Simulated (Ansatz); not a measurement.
Run report: Si$_{12}$HO$_{24}$, geometry relaxation (part 2 of 4)

Continued. System: Si$_{12}$HO$_{24}$ (defect cell, 37 atoms in the cell). Method: DFT PBEsol, scalar-relativistic, plane waves, PAW, PAW set soft_1, spin-polarised (Ansatz 0.2.0); cutoff 420 eV, 2×2×1 k-mesh, Fermi–Dirac smearing of 0.05 eV, collinear spins. The structure derives from an entry of the Crystallography Open Database. It belongs to a series of runs on one base structure; here: start relaxed.

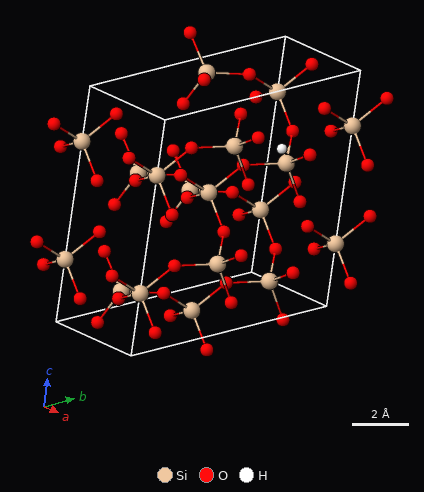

*The geometry at step 1 of the log (ball-and-stick view of the cell of the calculation, seen slightly off an axis; bonded neighbours outside the cell are drawn too).*

```
NSCF: frozen V_eff on 4 k-points
the band table was solved once a step of the walk had ended and its energy, with any forces and stress, was formed, with the checks that follow a solve (6369 applications of the Hamiltonian). They found nothing against the state; the energy, forces and stress were not computed again (output.eigenvalues in the input reference)
Magnetization: 1.0000 μB (97.0000 up, 96.0000 down)
Absolute magnetization: 1.0373 μB (∫|ρ↑−ρ↓|, with the PAW one-centre terms)
Spin contamination: 0.0015 ħ² per cell (⟨S²⟩ above its minimum at these occupations)
Per-site moments (μB) at R_I (Å): [(7.670420491881434e-5, 0.6674746625041179), (8.718310155669077e-5, 0.6668510758680195), (-9.726991702973666e-5, 0.6673470439304074), (6.939577428701835e-5, 0.6674746625041179), (0.00029529629215935185, 0.6669576905012174), (1.995113047868876e-5, 0.6673359899621549), (0.0003450144603939093, 0.667519235951508), (0.0001906170670725675, 0.6673470439304074), (4.1867516923453705e-5, 0.6676799391454386), (-0.000489891068289644, 0.6672153082546325), (-0.0004991628229126933, 0.6679309271069621), (1.6512647511511167e-6, 0.6677666404938114), (0.0003826326861031829, 0.6684078029810104), (0.00016982244420029593, 0.6690912489169375), (0.02548970178410167, 0.6666797176742204), (0.0006910228672768068, 0.6681385884589737), (0.0009087974601823947, 0.6683260615617728), (0.02485608477338276, 0.6664904858706993), (8.754290229830643e-5, 0.6676799391454386), (8.756654109885859e-5, 0.6673359899621549), (-0.00010272737573736926, 0.6681385884589737), (0.023917307000360183, 0.6685264554920153), (0.022909869274908474, 0.6681498005840213), (0.006461550424787371, 0.6679309271069621), (0.020291193625868634, 0.6689963558627825), (0.019331879956990917, 0.6691359289767933), (0.006876126536416833, 0.6672153082546325), (0.0007456446229347089, 0.6664904858706993), (0.0008429949674788731, 0.6666797176742204), (1.1213994932635513e-5, 0.667519235951508), (-8.823627140493622e-5, 0.6676293740850008), (-0.00010658987943619663, 0.6679697579129605), (0.0006360921160921458, 0.6668510758680195), (9.450152768931665e-5, 0.6677666404938114), (0.00010631197672200073, 0.6677370386704661), (0.0007692071725336707, 0.6675664192774162), (0.679699391133037, 0.940761657700968)]
Free energy (F): -20972.494893 eV
Harris-Foulkes:  -20972.494893 eV  (|F-HF|=1.48e-8)
Internal energy: -20972.494893 eV  (E = F + TS)
E sigma→0 (E₀):  -20972.494893 eV
Fermi energy:    5.697732 eV
--- Per-component energies (eV) ---
  E_band       = -822.778250
  E_kinetic    = 4662.264796
  E_local      = -11519.898474  (includes V_loc(G=0)·N_el)
  E_nonlocal   = 1531.614806
  E_hartree    = 4188.286130
  E_xc         = -2389.602332
  E_vxc        = -2779.405422  (∫ρ·V_xc dr)
  E_paw        = -9768.264138  (= ΣΔE_a)
  E_vpaw       = -1093.945706  (= ΣTr[D̂ρ^β])
  E_aug_tail   = 0.019252  (compensation charges beyond the density's cutoff)
  E_ewald      = -7678.140571
  E_core_change = 1.225638  (= ΣΔE_core)
  E_smearing   = -0.000000  (= −TS)
  E_closure    = 0.000000  (closes the sum)
  Σ components = -20972.494893   (vs F -20972.494893, Δ=0.00e0)
--- Forces (eV/Å), atoms counted from 1 ---
  atom   1  Si    -0.00416501    -0.00444719     0.00098107
  atom   2  Si    -0.00190578    -0.00371727    -0.00078447
  atom   3  Si     0.00066272     0.00001771     0.00326963
  atom   4  O      0.00047629     0.00043625    -0.00084647
  atom   5  O      0.00125203    -0.00088373     0.00031779
  atom   6  O      0.00024622     0.00138573    -0.00155421
  atom   7  O     -0.00068183     0.00078209    -0.00219484
  atom   8  O     -0.00059839     0.00082400    -0.00193540
  atom   9  O      0.00107727    -0.00003005     0.00037430
  atom  10  Si    -0.00015487     0.00625191     0.00161913
  atom  11  Si     0.00260843     0.00613195     0.00577403
  atom  12  Si    -0.00032226    -0.00365243    -0.00025718
  atom  13  O     -0.00018953     0.00125514     0.00087236
  atom  14  O     -0.00245387     0.00053045     0.00038288
  atom  15  O     -0.00082351    -0.00493332     0.00250024
  atom  16  O     -0.00003049     0.00081499     0.00092555
  atom  17  O     -0.00031795     0.00022650    -0.00004688
  atom  18  O      0.00068373    -0.00240880    -0.00465798
  atom  19  Si     0.00046245    -0.00078897     0.00131305
  atom  20  Si     0.00319106    -0.00158172    -0.00015589
  atom  21  Si     0.00156638    -0.00073902     0.00017077
  atom  22  O     -0.00059919    -0.00204616     0.00063210
  atom  23  O      0.00068706     0.00127363     0.00257770
  atom  24  O     -0.00029336    -0.00109810     0.00049886
[...]
  atom  25  O     -0.00018879     0.00385100     0.00332824
  atom  26  O     -0.00058101     0.00081962     0.00242673
  atom  27  O     -0.00191707    -0.00011450    -0.00093801
  atom  28  Si     0.00129494    -0.00168239    -0.00557061
  atom  29  Si    -0.00053611     0.00250299     0.00087069
  atom  30  Si    -0.00168135    -0.00383856     0.00001971
  atom  31  O     -0.00137515    -0.00011817    -0.00017934
  atom  32  O      0.00146401    -0.00094415     0.00081935
  atom  33  O     -0.00050450     0.00122115     0.00089107
  atom  34  O     -0.00109541     0.00164325    -0.00285929
  atom  35  O      0.00189919     0.00156256     0.00030342
  atom  36  O      0.00137334    -0.00001461     0.00073733
  atom  37  H      0.00151359     0.00159028    -0.00961814
  max |Σ_I F_I| component: 8.21e-5 eV/Å
--- Band table (eV; the first three rows and the last of 8) ---
  k-point 0 ↑: bands = ["-16.8266", "-16.2962", "-16.2925", "-16.2571", "-15.8378", "-15.8298", "-15.8080", "-15.3758", "-15.3106", "-15.3024", "-15.2912", "-15.2776", "-14.7380", "-14.7344", "-14.7071", "-14.6965", "-14.6889", "-14.6807", "-14.6482", "-14.6439", "-14.6373", "-14.6239", "-14.6177", "-14.6092", "-5.7892", "-5.7768", "-5.7222", "-5.7083", "-5.6810", "-4.7275", "-4.7059", "-4.6791", "-3.8780", "-3.8494", "-3.8246", "-2.9263", "-2.9094", "-2.8672", "-2.8581", "-2.7897", "-2.7290", "-2.6994", "-2.6082", "-2.5463", "-2.4787", "-2.4100", "-2.2759", "-2.2544", "-1.1537", "-0.7477", "-0.7231", "-0.7191", "-0.5166", "-0.4950", "-0.4550", "-0.4433", "-0.2712", "-0.2367", "-0.2034", "0.0157", "0.0332", "0.2444", "0.2547", "0.3612", "0.4191", "0.5089", "0.5171", "0.7010", "0.7298", "0.8961", "1.0084", "1.0359", "1.0541", "1.0884", "1.0968", "1.1800", "1.2423", "1.2465", "1.3287", "1.3726", "1.4249", "1.4710", "1.4864", "1.5604", "1.6014", "1.6629", "1.7550", "1.7711", "1.8658", "2.0091", "2.0320", "2.1503", "2.1544", "2.2794", "2.2908", "2.3082", "4.2183", "8.4842", "10.5784", "10.7432", "11.0282", "11.4351", "11.5379", "11.5432", "11.5796", "11.7249", "11.8607", "11.9185", "12.0115", "12.0422", "12.1010", "12.1427", "12.2694", "12.3027", "12.4137", "12.4609", "12.5918", "12.6798", "12.7995", "12.8525", "13.0051", "13.0369", "13.2014", "13.3569", "13.4921", "13.6152", "13.6770", "13.7471", "13.9315", "13.9781", "14.1038", "14.1756", "14.2296", "14.2562"]
  k-point 1 ↑: bands = ["-16.5467", "-16.5400", "-16.3249", "-16.2524", "-15.8560", "-15.8193", "-15.8115", "-15.8103", "-15.3693", "-15.2437", "-15.0716", "-15.0362", "-14.7560", "-14.7181", "-14.7001", "-14.6923", "-14.6769", "-14.6730", "-14.6500", "-14.6398", "-14.6379", "-14.6328", "-14.6254", "-14.6138", "-6.1621", "-6.1592", "-5.8440", "-5.6798", "-4.8683", "-4.7681", "-4.7398", "-4.7212", "-3.8790", "-3.4546", "-3.4328", "-3.3552", "-2.9584", "-2.9405", "-2.9078", "-2.8956", "-2.7971", "-2.6437", "-2.6358", "-2.5153", "-2.4263", "-2.3592", "-2.3437", "-2.0642", "-1.1800", "-0.7344", "-0.7121", "-0.6935", "-0.6318", "-0.4924", "-0.2924", "-0.2203", "-0.1995", "-0.1814", "-0.1723", "0.0170", "0.0577", "0.0736", "0.2002", "0.3636", "0.3707", "0.4068", "0.4493", "0.4604", "0.6915", "0.8367", "0.8981", "0.9598", "0.9848", "1.0285", "1.0747", "1.1774", "1.2144", "1.2229", "1.3373", "1.3656", "1.4339", "1.5447", "1.5495", "1.5598", "1.5780", "1.5830", "1.6102", "1.7218", "1.8633", "2.0637", "2.0711", "2.1792", "2.2767", "2.3882", "2.4151", "2.4278", "4.2624", "9.5522", "9.7828", "10.6069", "11.0269", "11.2457", "11.3806", "11.5074", "11.6070", "11.6489", "11.7654", "11.8294", "11.8889", "11.9314", "11.9371", "12.0367", "12.3216", "12.4815", "12.5425", "12.5940", "12.6698", "12.7236", "12.7899", "12.8396", "12.9187", "13.0225", "13.1243", "13.3410", "13.4632", "13.4879", "13.6472", "13.8222", "13.9280", "14.0342", "14.1340", "14.1761", "14.2286", "14.3492"]
  k-point 2 ↑: bands = ["-16.5419", "-16.5370", "-16.3253", "-16.2521", "-15.8569", "-15.8327", "-15.8197", "-15.8146", "-15.3694", "-15.2440", "-15.0405", "-15.0266", "-14.7507", "-14.7205", "-14.7119", "-14.6865", "-14.6752", "-14.6686", "-14.6614", "-14.6564", "-14.6396", "-14.6313", "-14.6234", "-14.6116", "-6.1639", "-6.1624", "-5.8436", "-5.6810", "-4.8692", "-4.7633", "-4.7388", "-4.7184", "-3.8784", "-3.4750", "-3.4539", "-3.3418", "-2.9365", "-2.9211", "-2.9087", "-2.8955", "-2.7912", "-2.6212", "-2.6111", "-2.5151", "-2.4445", "-2.4008", "-2.3964", "-2.0641", "-1.0693", "-0.7470", "-0.7392", "-0.7179", "-0.6317", "-0.5389", "-0.3558", "-0.2607", "-0.2342", "-0.1387", "-0.1067", "0.0226", "0.1508", "0.1979", "0.2170", "0.3654", "0.3715", "0.4092", "0.5006", "0.5072", "0.6971", "0.8359", "0.8624", "0.8860", "0.9007", "0.9650", "0.9953", "1.1841", "1.2021", "1.2121", "1.3377", "1.3613", "1.4397", "1.4842", "1.4895", "1.5660", "1.5718", "1.6675", "1.6755", "1.7225", "1.8669", "2.1587", "2.1684", "2.1841", "2.2665", "2.3214", "2.3272", "2.3950", "4.3046", "9.5588", "9.8222", "10.6027", "11.0333", "11.2419", "11.3059", "11.4009", "11.5764", "11.6460", "11.6904", "11.7775", "11.8556", "11.8752", "11.9045", "12.0458", "12.4168", "12.5043", "12.5920", "12.6279", "12.6797", "12.7897", "12.8245", "12.8961", "12.9041", "13.3096", "13.3262", "13.4030", "13.4614", "13.5067", "13.6293", "13.6840", "13.7323", "14.0933", "14.1350", "14.1880", "14.4039", "14.4388"]
  k-point 3 ↓: bands = ["-16.3498", "-16.3436", "-16.3183", "-16.2843", "-16.2782", "-15.8402", "-15.8230", "-15.8196", "-15.2947", "-15.2866", "-15.2358", "-14.7178", "-14.7087", "-14.6940", "-14.6857", "-14.6820", "-14.6631", "-14.6539", "-14.6427", "-14.6355", "-14.6220", "-14.6168", "-14.6130", "-14.5843", "-6.7695", "-5.8680", "-5.7807", "-5.7696", "-4.8384", "-4.6990", "-4.6762", "-3.8467", "-3.8198", "-3.7394", "-3.7054", "-3.3433", "-3.0854", "-3.0688", "-2.9070", "-2.8988", "-2.8522", "-2.8407", "-2.5756", "-2.5400", "-2.2685", "-2.2419", "-2.1031", "-2.0261", "-0.8077", "-0.7138", "-0.6611", "-0.4514", "-0.4425", "-0.4311", "-0.2852", "-0.2510", "-0.2249", "-0.2112", "-0.2051", "-0.1471", "0.1770", "0.2620", "0.2764", "0.3666", "0.4554", "0.4562", "0.5279", "0.5315", "0.6891", "0.6909", "0.7144", "0.7222", "0.7465", "0.8615", "1.0107", "1.1042", "1.1126", "1.2161", "1.2568", "1.2609", "1.3881", "1.4719", "1.4914", "1.5041", "1.7227", "1.7768", "1.7855", "2.0318", "2.0405", "2.1832", "2.1961", "2.2083", "2.3077", "2.3178", "2.3899", "2.4303", "7.3368", "10.1850", "10.3844", "10.4506", "10.6024", "10.7864", "11.2953", "11.4512", "11.5416", "11.7739", "11.8376", "11.8828", "11.9167", "11.9600", "11.9828", "12.1596", "12.2740", "12.3605", "12.4539", "12.5900", "12.8208", "12.8349", "12.9003", "12.9620", "13.0323", "13.0504", "13.3333", "13.4047", "13.6318", "13.6477", "13.8203", "13.8256", "13.9038", "13.9411", "13.9902", "14.0837", "14.2882", "14.3100"]
--- Relaxed structure (17 steps of the walk, 17 accepted, 0 SCFs on fresh bases) ---
  F+E_penalty+E_count = -20972.49489288 eV   max|allowed force component| = 9.618e-3 eV/Å
  atoms:
    - { symbol: Si, position: [0.10189315984311853, 0.5647845391145296, 0.9566008382862137] }
    - { symbol: Si, position: [0.40251678412852104, 0.9357740374612327, 0.040309447140579824] }
    - { symbol: Si, position: [0.00316418897707987, 0.0007201582585240026, 0.2726162130234163] }
    - { symbol: O, position: [0.3232606691284462, 0.4612538682635393, 0.982638299119265] }
    - { symbol: O, position: [0.18318064138563772, 0.04405386081459743, 0.12442205363367353] }
    - { symbol: O, position: [0.9304148930457713, 0.5167084752515517, 0.11048585951842882] }
    - { symbol: O, position: [0.5790145866586311, 0.30901836996267, 0.1491882497938025] }
    - { symbol: O, position: [0.9202614255488726, 0.1921390715148945, 0.34239175909400676] }
    - { symbol: O, position: [0.5752728843904173, 0.9832054462232387, 0.08320967794389078] }
    - { symbol: Si, position: [0.09669328761850127, 0.5670810225180432, 0.45687621637999476] }
    - { symbol: Si, position: [0.39793670235680245, 0.9325738309489086, 0.5386229351386642] }
    - { symbol: Si, position: [-0.0013566864548347963, -0.0015410005390481736, 0.7714951965882367] }
    - { symbol: O, position: [0.3181710008077317, 0.4558301360774572, 0.481610415996741] }
    - { symbol: O, position: [0.17474681080964405, 0.039463580366941184, 0.6195028965593554] }
    - { symbol: O, position: [0.9321712528344089, 0.515171228967361, 0.6141294540209614] }
    - { symbol: O, position: [0.5788426253649955, 0.30896586539627346, 0.6460540799782291] }
    - { symbol: O, position: [0.9207975205948786, 0.1899257664674054, 0.8412600082639792] }
    - { symbol: O, position: [0.5614837292572922, 0.9846466908635444, 0.5887920305216552] }
    - { symbol: Si, position: [0.6030857682826478, 0.06891761184112843, 0.20503550304711968] }
    - { symbol: Si, position: [0.8972262099668404, 0.43225364428658625, 0.28950254823850285] }
    - { symbol: Si, position: [0.4958967695238579, 0.4992517911595051, 0.5210179226794296] }
    - { symbol: O, position: [0.8277176497958976, 0.9648256269743596, 0.224914653426466] }
    - { symbol: O, position: [0.6720745016773185, 0.5366655289019296, 0.3681908211041003] }
    - { symbol: O, position: [0.433017909324764, 0.01862912087184765, 0.3593980491073272] }
    - { symbol: O, position: [0.08403194978898498, 0.806073045027756, 0.3961785325744672] }
    - { symbol: O, position: [0.413520370905828, 0.6932886452910434, 0.5885506202965405] }
    - { symbol: O, position: [0.06473367227789573, 0.48322906825003153, 0.33586433373848074] }
    - { symbol: Si, position: [0.5963589248742676, 0.06993951239626978, 0.7075715545115555] }
    - { symbol: Si, position: [0.9026843807606875, 0.42888174128166295, 0.7925673991755681] }
    - { symbol: Si, position: [0.5015217179841084, 0.5018234502677991, 0.023639030979599296] }
    - { symbol: O, position: [0.817713687703348, 0.9599640034605432, 0.7321574624398002] }
    - { symbol: O, position: [0.6821381811918493, 0.5389622817771086, 0.8742695566730061] }
    - { symbol: O, position: [0.4265927664392859, 0.023853814092158282, 0.8624407953983056] }
    - { symbol: O, position: [0.07941738219925287, 0.8043995479165847, 0.8949569303748716] }
    - { symbol: O, position: [0.42214082051863655, 0.6963696603225316, 0.08978229860017256] }
    - { symbol: O, position: [0.07522020467594248, 0.4741435974797603, 0.8371019312844156] }
    - { symbol: H, position: [0.749651855812671, 0.75052846046973, 0.4588025253491762] }
```

Trajectory as extended XYZ (Å, eV, eV/Å), 13 of the 17 frames kept, from step=1 to step=17
```
37
Lattice="-2.4585 4.2582 5.4100 4.9170 0.0000 5.4100 4.9170 8.5165 0.0000" Properties=species:S:1:pos:R:3:forces:R:3 step=1 energy=-20971.86971
Si    7.2290    8.5165    3.6067   -0.0092  -0.0066  -0.0061
Si    3.7610    2.0022    7.2133   -0.0060  -0.0113   0.0109
Si    1.3025    2.2560    0.0000   -0.0018  -0.0174   0.0120
O     6.2943    9.6543    4.2526   -0.2321  -0.0240  -0.1352
O     0.2967    1.7616    1.1574    0.1114  -0.2112   0.1285
O     0.7845    4.8821    7.8593    0.1468  -0.1918  -0.1442
O     0.7845    3.6344    4.7640    0.1456   0.2365   0.1122
O     0.2967    6.7549    6.0560    0.1039   0.2185  -0.1443
O     3.8358    3.1204    8.3707   -0.2419   0.0284   0.1377
Si    4.7705    4.2582    3.6067   -0.1100  -0.0260   0.0463
Si    6.2195    6.2605    7.2133    0.0450  -0.1455  -0.0703
Si    3.7610    6.5143    0.0000    0.0188   0.0353   0.0571
O     3.8358    5.3961    4.2526   -0.2286  -0.0152  -0.1218
O     2.7552    6.0199    1.1574    0.0777  -0.2043   0.1354
O     3.2430    9.1403    7.8593   -0.5763  -0.2619  -0.2521
O     3.2430    7.8927    4.7640    0.1154   0.2001   0.1275
O     2.7552   11.0131    6.0560    0.1461   0.2289  -0.0974
O     6.2943    7.3787    8.3707    0.0964  -0.7529   0.2988
Si   -0.1465    4.2582    3.6067   -0.0007  -0.0219   0.0109
Si    1.3025    6.2605    7.2133   -0.0090  -0.0147   0.0072
Si    3.7610    6.5143    5.4100   -0.0123  -0.0159  -0.0019
O     3.8358    5.3961    9.6626   -0.2417  -0.0071  -0.1373
O     2.7552    6.0199    6.5674    0.1121  -0.2117   0.1348
O     0.7845    4.8821    2.4493    0.1305  -0.1871  -0.1530
O     5.7015    3.6344    4.7640    0.1330   0.2128   0.1178
O     5.2137    6.7549    6.0560    0.1176   0.2237  -0.1149
O     3.8358    3.1204    2.9607   -0.2330   0.0169   0.1448
Si    2.3120    8.5165    3.6067    0.0437   0.1696  -0.1022
Si    3.7610   10.5187    7.2133    0.0642   0.1025   0.0860
Si    1.3025    2.2560    5.4100    0.0240   0.0416  -0.0771
O     6.2943    9.6543    9.6626    0.0872   0.1968   0.4827
O     5.2137   10.2781    6.5674    0.1115   0.1991  -0.4727
O     3.2430    9.1403    2.4493    0.1796  -0.2141  -0.1296
O     8.1600    7.8927    4.7640    0.1356   0.1889   0.1408
O     2.7552    2.4966    6.0560    0.0985   0.2105  -0.1380
O     6.2943    7.3787    2.9607   -0.2632   0.0411   0.1361
H     5.2234    8.9743    8.0879   -0.0790  -0.0110  -0.0293
```
